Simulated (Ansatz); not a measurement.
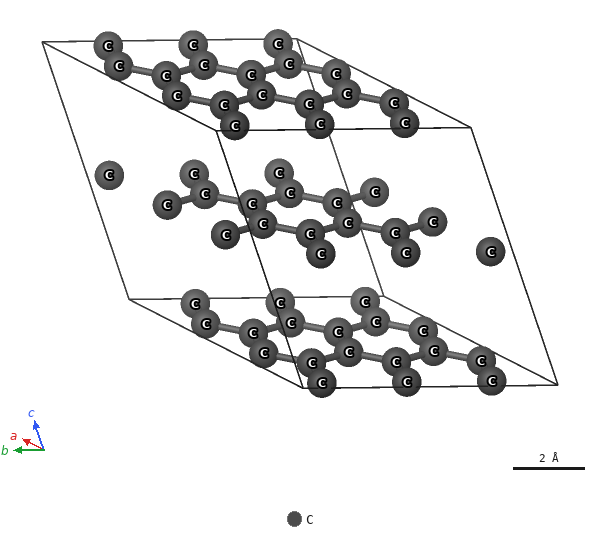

Fig. 1: The input geometry (ball-and-stick view of the cell of the calculation, seen at an oblique angle). An atom can appear more than once, as a periodic image.

## Single-point calculation, with input and output: C

The run: single-point calculation of C (36 atoms in the cell). Method and program: DFT PBE+D3(BJ), scalar-relativistic, plane waves, PAW, no spin polarisation (Ansatz 0.2.0).

The structure derives from a Materials Project entry. It belongs to a series of runs on one base structure; here: the perfect crystal in a cell of 36 atoms.

Output
```
Engine: ansatz 0.2.0, aarch64-unknown-linux-gnu
Pseudopotentials: kind: paw
Pseudopotential: C, paw, valence charge 4, recommended cutoff 420 eV (normal), C.paw.azcp
Functional definition: PBE
  parameter kappa = 0.804
  parameter beta = 0.06672455060314922
  exchange = pbe_x(kappa = kappa, mu = beta*pi^2/3)
  correlation = pbe_c(beta = beta)
Crystal: 36 atoms, lattice volume = 319.559 Å³
Basis set: ecut = 420 eV, 6241 PW (Γ), exchange–correlation on 100×100×108 points (8 copies of the dense FFT grid, shifted against one another)
Bands: 108, of which v1, the nominal top of the filled ones, is band 72 counted from 1 (71 counted from 0)
Symmetry: 72 space group operations
Space group: C2/m (ITA 12), of the structure as read, at distance tolerance 6.8e-5 Å
k-points: 10 of 27
Non-local potential: C, projectors of the file, l = 0: 2, l = 1: 2, l = 2: 1
PAW form: soft (Blöchl's): semilocal exchange-correlation on the pseudo side does not see the compensation charge
PAW one-centre angular grid: C, 110 points (default); XC on 64 Gauss nodes
Initial density: superposition of atomic densities (neutral atoms: chi_scale 0, normalization atom), corrected by the library's trained network
Initial wavefunctions: pseudopotential atomic-orbital guess
Functional: x = pbe(κ = 0.804, μ = 0.2195149727645171), c = pbe(β = 0.06672455060314922)
SCF iter   1: F=—  HF=-9038.973190 eV  |F-HF|=—  |Δ(HF+E_count)|=         —  Δρ=2.47e-3  dr2=1.54e-2  ethr=1.77e-3  ⟨swp⟩=8.9  Hψ=5941  notcnv=0  defer=93
preconditioner: auto → Resta (q_TF=auto, 2.389 Å⁻¹)  ε∞=3.6  [insulator: Δε(μ)=0.625 eV  Ē_g=15.562 eV  σ=0.010 eV  W_gap=1.00  n_scr=70 (ndim 8)  ℏωp=24.9 eV  f_vac=0.003  D(μ)=0.00/eV (n_scr^D=0)  ε∞_Penn≈3.6]
SCF iter   2: F=—  HF=-9038.976471 eV  |F-HF|=—  |Δ(HF+E_count)|=   3.28e-3  Δρ=1.38e-3  dr2=5.23e-3  ethr=1.07e-5  ⟨swp⟩=2.0  Hψ=1777  notcnv=0  defer=300
SCF iter   3: F=—  HF=-9038.977465 eV  |F-HF|=—  |Δ(HF+E_count)|=   9.94e-4  Δρ=2.17e-4  dr2=6.79e-5  ethr=3.63e-6  ⟨swp⟩=2.0  Hψ=1560  notcnv=0  defer=300
SCF iter   4: F=—  HF=-9038.977433 eV  |F-HF|=—  |Δ(HF+E_count)|=   3.17e-5  Δρ=4.31e-5  dr2=1.09e-5  ethr=4.71e-8  ⟨swp⟩=2.0  Hψ=1500  notcnv=0  defer=300
SCF iter   5: F=—  HF=-9038.977433 eV  |F-HF|=—  |Δ(HF+E_count)|=   8.36e-8  Δρ=1.36e-5  dr2=8.04e-7  ethr=7.54e-9  ⟨swp⟩=2.8  Hψ=1447  notcnv=0  defer=300
SCF iter   6: F=-9038.977433 eV  HF=-9038.977433 eV  |F-HF|=5.16e-9  |Δ(HF+E_count)|=   1.50e-7  Δρ=3.25e-6  dr2=3.57e-8  ethr=6.94e-11  ⟨swp⟩=23.0  Hψ=10214  notcnv=0
SCF 1 converged in 6 iterations: F = -9038.977433 eV  dr2 = 3.57e-8
  greatest PAW one-centre occupation: 0.673 electrons in one spin orbital (limit 2), on the C atom at site 35 (counted from 0), in its partial waves of l = 0
SCF converged after 6 iterations
Free energy (F): -9038.977433 eV
Harris-Foulkes:  -9038.977433 eV  (|F-HF|=5.16e-9)
Internal energy: -9038.977433 eV  (E = F + TS)
E sigma→0 (E₀):  -9038.977433 eV
Fermi energy:    6.923854 eV
--- Per-component energies (eV) ---
  E_band       = -318.083974
  E_kinetic    = 3273.835880
  E_local      = -5551.895179  (includes V_loc(G=0)·N_el)
  E_nonlocal   = 983.006550
  E_hartree    = 1681.161733
  E_xc         = -1728.613657
  E_vxc        = -2140.375513  (∫ρ·V_xc dr)
  E_paw        = -3576.417408  (= ΣΔE_a)
  E_vpaw       = -244.965645  (= ΣTr[D̂ρ^β])
  E_aug_tail   = 0.000266  (compensation charges beyond the density's cutoff)
  E_ewald      = -4114.464169
  E_disp       = -5.591450  (pairwise vdW)
  E_smearing   = -0.000000  (= −TS)
  E_closure    = -0.000000  (closes the sum)
  Σ components = -9038.977433   (vs F -9038.977433, Δ=0.00e0)
--- Forces (eV/Å), atoms counted from 1 ---
  atom   1  C      0.00004209     0.00000000     0.02567179
  atom   2  C      0.00004209     0.00000000     0.02567179
  atom   3  C      0.00004209     0.00000000     0.02567179
  atom   4  C      0.00004209     0.00000000     0.02567179
  atom   5  C      0.00004209     0.00000000     0.02567179
  atom   6  C      0.00004209     0.00000000     0.02567179
  atom   7  C      0.00004209     0.00000000     0.02567179
  atom   8  C      0.00004209     0.00000000     0.02567179
  atom   9  C      0.00004209     0.00000000     0.02567179
  atom  10  C      0.00004209     0.00000000     0.02567179
  atom  11  C      0.00004209     0.00000000     0.02567179
  atom  12  C      0.00004209     0.00000000     0.02567179
  atom  13  C      0.00004209     0.00000000     0.02567179
  atom  14  C      0.00004209     0.00000000     0.02567179
  atom  15  C      0.00004209     0.00000000     0.02567179
  atom  16  C      0.00004209     0.00000000     0.02567179
  atom  17  C      0.00004209     0.00000000     0.02567179
  atom  18  C      0.00004209     0.00000000     0.02567179
  atom  19  C     -0.00004209    -0.00000000    -0.02567179
  atom  20  C     -0.00004209    -0.00000000    -0.02567179
  atom  21  C     -0.00004209    -0.00000000    -0.02567179
  atom  22  C     -0.00004209    -0.00000000    -0.02567179
  atom  23  C     -0.00004209    -0.00000000    -0.02567179
  atom  24  C     -0.00004209    -0.00000000    -0.02567179
  atom  25  C     -0.00004209    -0.00000000    -0.02567179
  atom  26  C     -0.00004209    -0.00000000    -0.02567179
  atom  27  C     -0.00004209    -0.00000000    -0.02567179
  atom  28  C     -0.00004209    -0.00000000    -0.02567179
  atom  29  C     -0.00004209    -0.00000000    -0.02567179
  atom  30  C     -0.00004209    -0.00000000    -0.02567179
  atom  31  C     -0.00004209    -0.00000000    -0.02567179
  atom  32  C     -0.00004209    -0.00000000    -0.02567179
  atom  33  C     -0.00004209    -0.00000000    -0.02567179
  atom  34  C     -0.00004209    -0.00000000    -0.02567179
  atom  35  C     -0.00004209    -0.00000000    -0.02567179
  atom  36  C     -0.00004209    -0.00000000    -0.02567179
  max |Σ_I F_I| component: 4.93e-17 eV/Å
--- Stress (GPa, compression-positive) ---
        0.213064      -0.000000      -0.009043
       -0.000000       0.210805      -0.000000
       -0.009043      -0.000000      -0.500253
  P = ⅓ Tr σ = -0.0255 GPa (-0.255 kbar)
--- Band table (eV; the first three rows and the last of 10) ---
  k-point 0: bands = ["-12.7305", "-12.4432", "-10.1164", "-10.1164", "-10.0257", "-10.0257", "-10.0257", "-10.0257", "-9.9851", "-9.9851", "-9.9851", "-9.9851", "-9.8890", "-9.8890", "-5.7082", "-5.7082", "-5.7067", "-5.7067", "-5.6176", "-5.6176", "-5.6173", "-5.6173", "-3.6290", "-3.6290", "-3.6287", "-3.6287", "-2.7555", "-2.7555", "-2.7555", "-2.7555", "-2.7469", "-2.7469", "-2.6463", "-2.6463", "-2.6371", "-2.6371", "-2.6371", "-2.6371", "-1.5758", "0.3346", "1.1323", "1.1323", "1.1323", "1.1323", "1.1470", "1.1470", "1.1554", "1.1554", "1.1700", "1.1700", "1.1700", "1.1700", "1.5772", "1.5772", "2.1600", "2.1600", "2.1600", "2.1600", "2.4123", "2.4123", "2.4123", "2.4123", "3.1083", "3.1083", "3.8963", "3.8966", "3.9124", "3.9127", "6.5906", "6.5906", "6.6099", "6.6099", "7.2403", "7.2403", "7.2522", "7.2522", "11.1601", "11.4391", "11.4391", "11.4391", "11.4391", "11.5220", "11.5220", "12.2118", "12.2118", "12.2518", "12.2518", "12.2518", "12.2518", "14.3422", "14.3422", "14.5031", "14.5031", "14.5031", "14.5031", "14.6262", "14.6262", "14.7549", "14.7549", "14.7549", "14.7549", "14.8942", "14.8942", "15.2592", "15.2598", "15.3061", "15.3066", "16.3536"]
  k-point 1: bands = ["-12.6621", "-12.5186", "-10.1161", "-10.1161", "-10.0967", "-10.0967", "-10.0962", "-10.0265", "-9.9843", "-9.9111", "-9.9105", "-9.9105", "-9.8892", "-9.8892", "-5.7081", "-5.7081", "-5.7074", "-5.7074", "-5.6179", "-5.6179", "-5.6164", "-5.6164", "-3.6291", "-3.6291", "-3.6287", "-3.6287", "-2.7553", "-2.7463", "-2.7463", "-2.7067", "-2.7067", "-2.7059", "-2.6884", "-2.6874", "-2.6874", "-2.6467", "-2.6467", "-2.6375", "-1.1610", "-0.2205", "1.1280", "1.1280", "1.1282", "1.1324", "1.1468", "1.1468", "1.1554", "1.1554", "1.1702", "1.1742", "1.1742", "1.1743", "1.5788", "1.5788", "1.6920", "1.6920", "1.6952", "2.1547", "2.4178", "2.9552", "2.9595", "2.9595", "3.1063", "3.1063", "3.8999", "3.9002", "3.9088", "3.9088", "6.5922", "6.5922", "6.6045", "6.6045", "7.2380", "7.2380", "7.2581", "7.2581", "11.4416", "11.5253", "11.5253", "11.7724", "11.7724", "11.7787", "11.8771", "11.8838", "11.8838", "12.2075", "12.2075", "12.2489", "12.4151", "14.3455", "14.3455", "14.5026", "14.5037", "14.5037", "14.5041", "14.6254", "14.6254", "14.6419", "14.6419", "14.6458", "14.7557", "14.8963", "14.8963", "15.1127", "15.1127", "15.1185", "15.2700", "15.2704"]
  k-point 2: bands = ["-12.4357", "-12.1554", "-11.5572", "-11.2974", "-10.5793", "-10.5793", "-10.5652", "-10.5652", "-8.9260", "-8.9260", "-8.8653", "-8.8653", "-8.1870", "-8.0107", "-7.3547", "-7.3547", "-7.2880", "-7.2880", "-5.5074", "-5.3746", "-4.9174", "-4.9174", "-4.7909", "-4.7909", "-4.0508", "-4.0508", "-3.9151", "-3.9151", "-2.2397", "-2.2397", "-2.1896", "-2.1896", "-1.2610", "-1.2610", "-1.2131", "-1.1849", "-1.1849", "-0.1409", "-0.1062", "-0.1062", "-0.0596", "-0.0596", "0.2052", "0.2657", "0.5845", "0.5875", "0.6613", "0.7781", "0.7781", "0.8213", "0.8213", "1.6125", "1.6125", "1.6202", "1.7028", "1.7028", "2.1670", "2.1803", "2.7719", "2.8022", "3.3106", "3.3106", "3.3232", "3.3390", "3.6577", "3.6577", "3.6767", "4.5561", "4.9536", "4.9536", "5.2446", "5.2446", "8.4209", "8.4209", "8.8979", "8.8979", "8.9356", "9.5280", "9.8515", "9.8515", "10.6697", "10.6697", "11.5326", "12.6461", "12.8959", "12.8959", "13.2777", "13.2777", "14.3527", "14.3702", "14.6616", "14.9599", "15.2279", "15.2482", "15.3148", "15.4010", "15.5469", "15.5469", "15.6302", "15.6302", "15.8253", "15.8253", "15.8841", "15.8841", "16.2079", "16.2079", "16.4336", "16.4336"]
  k-point 9: bands = ["-11.8515", "-11.7429", "-11.7429", "-11.6963", "-11.6963", "-11.5797", "-9.2820", "-9.2757", "-9.2757", "-9.0621", "-9.0621", "-9.0550", "-7.2062", "-7.1969", "-7.1969", "-7.1159", "-7.1159", "-7.1020", "-6.1643", "-6.1528", "-6.1528", "-6.0929", "-6.0929", "-6.0879", "-2.7738", "-2.7724", "-2.7724", "-2.7102", "-2.7102", "-2.7086", "-1.2391", "-1.2377", "-1.2377", "-1.1912", "-1.1912", "-1.1903", "-0.5105", "-0.4202", "-0.4118", "-0.4118", "-0.3552", "-0.3552", "-0.3463", "0.1702", "0.1702", "0.4798", "0.4798", "1.2100", "1.2246", "1.2246", "1.2315", "1.2315", "1.2450", "1.3300", "2.1716", "2.1833", "2.1833", "2.1881", "2.1881", "2.1985", "2.5260", "2.5657", "2.5657", "4.0158", "4.0158", "4.0698", "4.4938", "4.5385", "4.5385", "5.0645", "5.0645", "5.1774", "8.2437", "8.3567", "8.3567", "8.7680", "8.7819", "8.7819", "10.6026", "10.6141", "10.6141", "11.1300", "11.1300", "11.1454", "12.2340", "14.2475", "14.2475", "15.1313", "15.1313", "15.3493", "15.3932", "15.3932", "15.4168", "15.5044", "15.5171", "15.5171", "15.6784", "15.6784", "15.7193", "15.7193", "15.7425", "15.7491", "15.7491", "15.7731", "16.0226", "16.0226", "16.0383", "16.0383"]
```

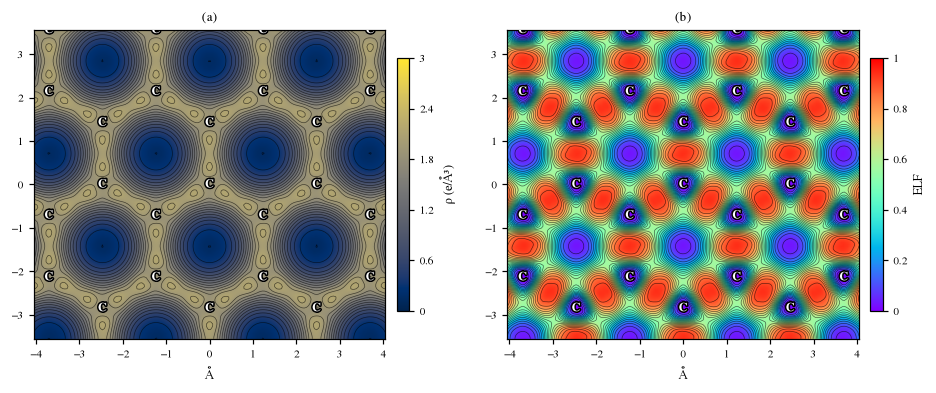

Fig. 2: (a) valence charge density (pseudo); (b) electron localisation function on the (001) plane of the calculation cell. C–C (1.42 Å): ρ at the midpoint is about 2 e/Å³; the ELF peaks at about 0.95 between the atoms, as expected for localised, shared-pair bonding. Away from the nuclei the density in this plane falls to 0.15 e/Å³ at its lowest. The fields are those of the smooth PAW valence density.

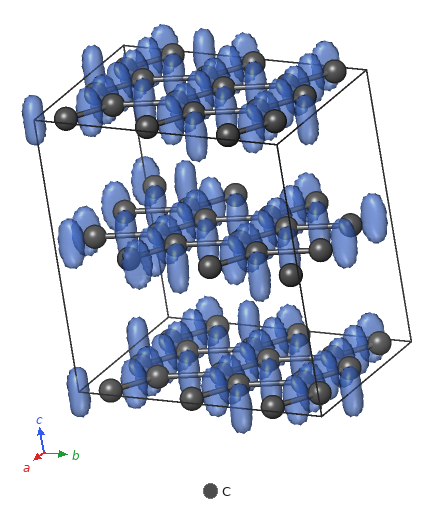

Fig. 3: Isosurface of the ELF at 0.85 (blue), seen slightly off an axis. Core shells and regions of very low density are left out. Sticks mark near contacts. The outline is the calculation cell. The ELF exceeds this value in 54 regions between bonded C–C atoms (shared pairs), counted in one cell of 36 atoms. Profiles from the grid: C–C (1.42 Å): the ELF peaks at about 0.95 between the atoms (a covalent bond).

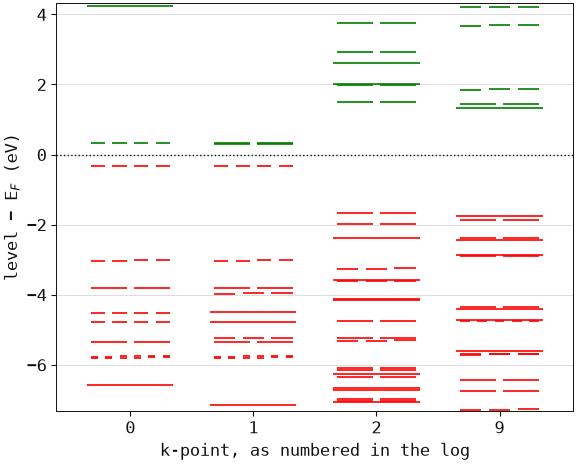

Fig. 4: Kohn–Sham levels near the Fermi level (dotted) at the few k-points that the log prints; levels within 0.02 eV of each other stand side by side. Among these points the highest filled and lowest empty levels are 0.63 eV apart, which is the gap on the mesh.

The run was set up as follows.

The input
```yaml
crystal:
  lattice:
    - [0.0, 7.3947702679, 0.0]
    - [6.404025475, 3.6973851339, -0.0323746821]
    - [0.6685385148, 3.6973851339, -6.7513570695]
  atoms:
    - { symbol: C, position: [0.3889141755, 0.7222286788, 0.4999429703] }
    - { symbol: C, position: [0.3889141755, 0.0555620121, 0.4999429703] }
    - { symbol: C, position: [0.3889141755, 0.3888953454, 0.4999429703] }
    - { symbol: C, position: [0.0555808421, 0.7222286788, 0.4999429703] }
    - { symbol: C, position: [0.3889141755, 0.5555620121, 0.9999429703] }
    - { symbol: C, position: [0.0555808421, 0.0555620121, 0.4999429703] }
    - { symbol: C, position: [0.3889141755, 0.8888953454, 0.9999429703] }
    - { symbol: C, position: [0.0555808421, 0.3888953454, 0.4999429703] }
    - { symbol: C, position: [0.3889141755, 0.2222286788, 0.9999429703] }
    - { symbol: C, position: [0.7222475088, 0.7222286788, 0.4999429703] }
    - { symbol: C, position: [0.0555808421, 0.5555620121, 0.9999429703] }
    - { symbol: C, position: [0.7222475088, 0.0555620121, 0.4999429703] }
    - { symbol: C, position: [0.0555808421, 0.8888953454, 0.9999429703] }
    - { symbol: C, position: [0.7222475088, 0.3888953454, 0.4999429703] }
    - { symbol: C, position: [0.0555808421, 0.2222286788, 0.9999429703] }
    - { symbol: C, position: [0.7222475088, 0.5555620121, 0.9999429703] }
    - { symbol: C, position: [0.7222475088, 0.8888953454, 0.9999429703] }
    - { symbol: C, position: [0.7222475088, 0.2222286788, 0.9999429703] }
    - { symbol: C, position: [0.9444191579, 0.1111046546, 5.70297e-05] }
    - { symbol: C, position: [0.9444191579, 0.4444379879, 5.70297e-05] }
    - { symbol: C, position: [0.9444191579, 0.7777713212, 5.70297e-05] }
    - { symbol: C, position: [0.6110858245, 0.1111046546, 5.70297e-05] }
    - { symbol: C, position: [0.9444191579, 0.9444379879, 0.5000570297] }
    - { symbol: C, position: [0.6110858245, 0.4444379879, 5.70297e-05] }
    - { symbol: C, position: [0.9444191579, 0.2777713212, 0.5000570297] }
    - { symbol: C, position: [0.6110858245, 0.7777713212, 5.70297e-05] }
    - { symbol: C, position: [0.9444191579, 0.6111046546, 0.5000570297] }
    - { symbol: C, position: [0.2777524912, 0.1111046546, 5.70297e-05] }
    - { symbol: C, position: [0.6110858245, 0.9444379879, 0.5000570297] }
    - { symbol: C, position: [0.2777524912, 0.4444379879, 5.70297e-05] }
    - { symbol: C, position: [0.6110858245, 0.2777713212, 0.5000570297] }
    - { symbol: C, position: [0.2777524912, 0.7777713212, 5.70297e-05] }
    - { symbol: C, position: [0.6110858245, 0.6111046546, 0.5000570297] }
    - { symbol: C, position: [0.2777524912, 0.9444379879, 0.5000570297] }
    - { symbol: C, position: [0.2777524912, 0.2777713212, 0.5000570297] }
    - { symbol: C, position: [0.2777524912, 0.6111046546, 0.5000570297] }
basis:
  ecutwfc: 420
  xc_grid: 2
kpoints:
  mp_grid: { grid: [3, 3, 3], shift: [0.0, 0.0, 0.0] }
hamiltonian:
  xc: pbe
  dispersion: d3bj
scf:
  occupations: { method: gaussian, width: 0.01 }
output:
  forces: true
  stress: true
  eigenvalues: true
  write_density: true
  write_potential: true
  elf: true
  volumetric_format: npy
```

Command:
```bash
ansatz run input.yaml --threads 4 --pin off --max-ram 10240MiB --backend cpu --events-out ev --progress --plain --runs-dir out
```

Results in brief

```csv
quantity,value
outcome,converged
space group (tolerance 0.01 Å),R-3m (166)
electrons treated,144
free energy,−9038.9774 eV
Fermi energy,6.924 eV
gap on the k-point mesh,0.63 eV
pressure,−0.03 GPa
largest force (length of the vector),0.026 eV/Å
hardware,"4 threads of Arm Neoverse N1, 24 GiB of memory available, shared host"
wall time,18 s (CPU time 72 s)
peak memory,1.1 GiB
```
